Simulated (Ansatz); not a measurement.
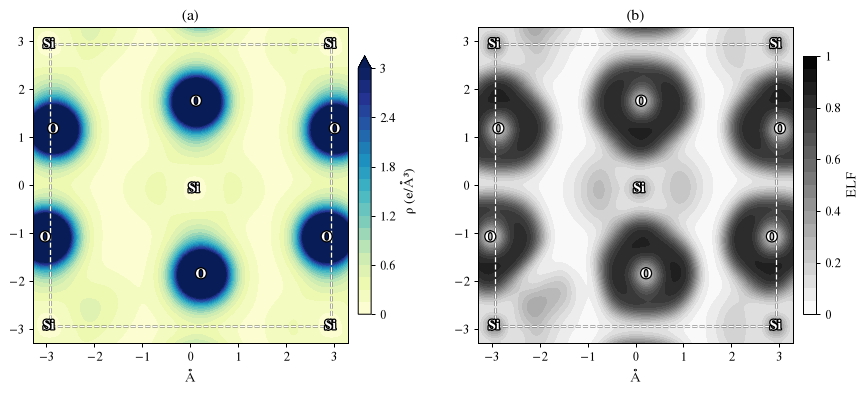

The picture shows: Si8O17 (cell with a defect). (a) valence electron density; (b) electron localisation function on the (001) plane of the calculation cell.

The SCF solution may not be the lowest one; PAW files of the earlier set (soft_1); the program warned that a starting moment wasn't kept; spin-polarised, but the moments vanished.

These are results of DFT PBEsol, scalar-relativistic, plane waves, PAW in Ansatz, not measurements.

The density is the valence pseudo-density of a PAW calculation; it isn't the true density close to the nuclei.

What does the map show?

The plane passes through Si and O nuclei.
Si–O (1.78 Å): ρ at the midpoint is about 0.9 e/Å³; the ELF peaks at about 0.85 between the atoms.
Si–O (1.84 Å): the density is about 0.77 e/Å³ at the midpoint; the ELF peaks at about 0.85 between the atoms.
Between the atoms the lowest density in this plane is 0.06 e/Å³.
The ELF also peaks beside O, away from the bonds: lone-pair regions.
